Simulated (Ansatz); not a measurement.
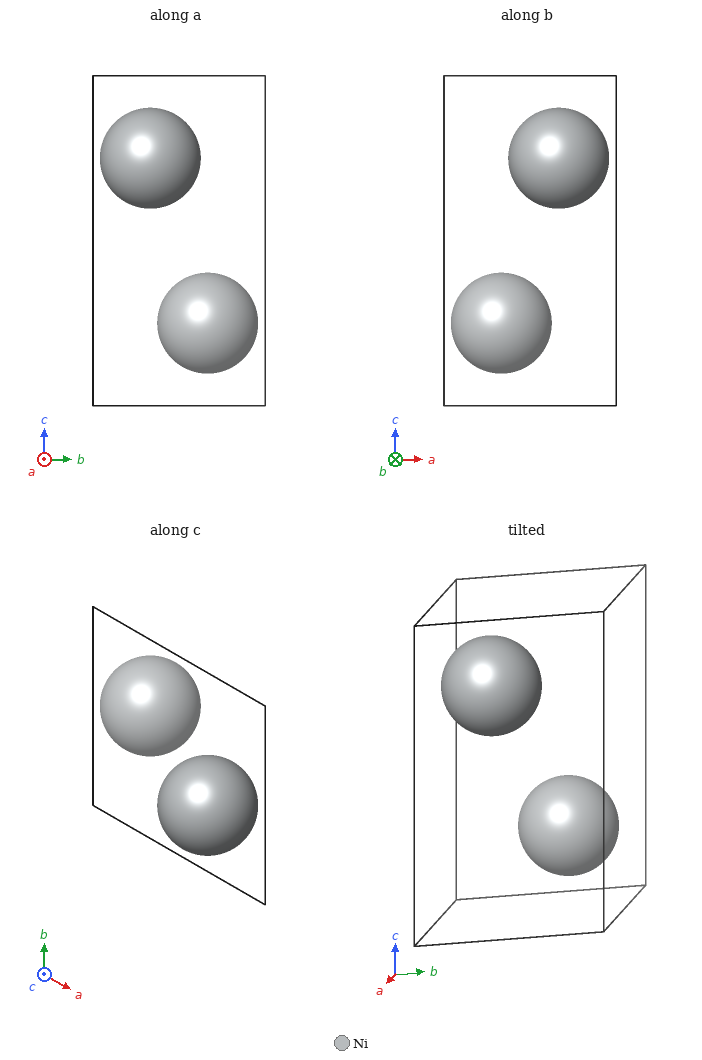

Spheres-only drawing of the structure, looking along the a axis, along the b axis, along the c axis and slightly off an axis. Thin lines show the conventional unit cell, with boundary atoms drawn in all their periodic places.

Lattice parameters: a = 2.416 Å, b = 2.416 Å, c = 4.011 Å, α = 90.00°, β = 90.00°, γ = 120.00°. Put a along x and b in the xy plane.

### Express the structure as a POSCAR file.

```
Ni
1.0
     2.416    0.000    0.000
    -1.208    2.092    0.000
     0.000    0.000    4.011
Ni
2
Direct
  0.3333 0.6667 0.2500
  0.6667 0.3333 0.7500
```

It goes back to a structure type filled with this element by a generator (whether the element takes this form wasn't checked). Earlier steps of the study may have refined or changed the cell and positions. It went into a calculation with Ansatz.

At this level of theory the cell isn't at rest (compressed, at 9 GPa), so its distances can differ from those at equilibrium, the more so the softer the solid.
